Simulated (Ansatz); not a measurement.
System: CdSe.

```xyz
8
Lattice="5.6859 0.0000 0.0000 0.0000 5.6859 0.0000 0.0000 0.0000 5.6859" Properties=species:S:1:pos:R:3 pbc="T T T"
Cd    0.0000    0.0000    0.0000
Cd    2.8429    2.8429    0.0000
Cd    2.8429    0.0000    2.8429
Cd    0.0000    2.8429    2.8429
Se    2.8429    0.0000    0.0000
Se    0.0000    2.8429    0.0000
Se    0.0000    0.0000    2.8429
Se    2.8429    2.8429    2.8429
```

Space group Fm-3m; started from the rocksalt prototype, which need not be the ambient phase.

Method: DFT, PBE0, plane waves, PAW in Ansatz 0.2.0.

Question: What will maps of the valence pseudo-density and electron localisation function show?

Answer: Cd–Se (2.84 Å): ρ is about 0.26 e/Å³ halfway; the ELF is about 0.30 at the midpoint and 0.10 at its lowest between the atoms.

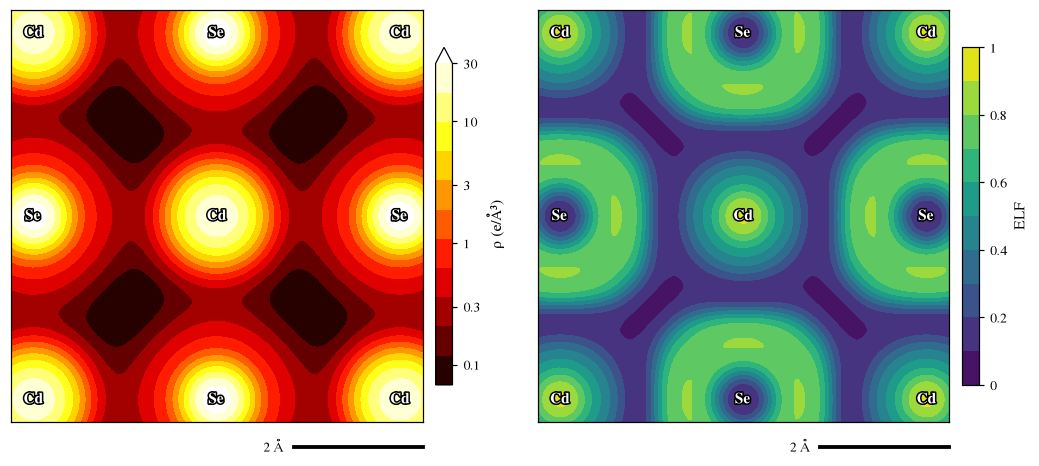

Computed valence pseudo-density and electron localisation function on the (100) plane of the conventional cell, in this order. 

The density is the valence pseudo-density of a PAW calculation; it isn't the true density close to the nuclei.
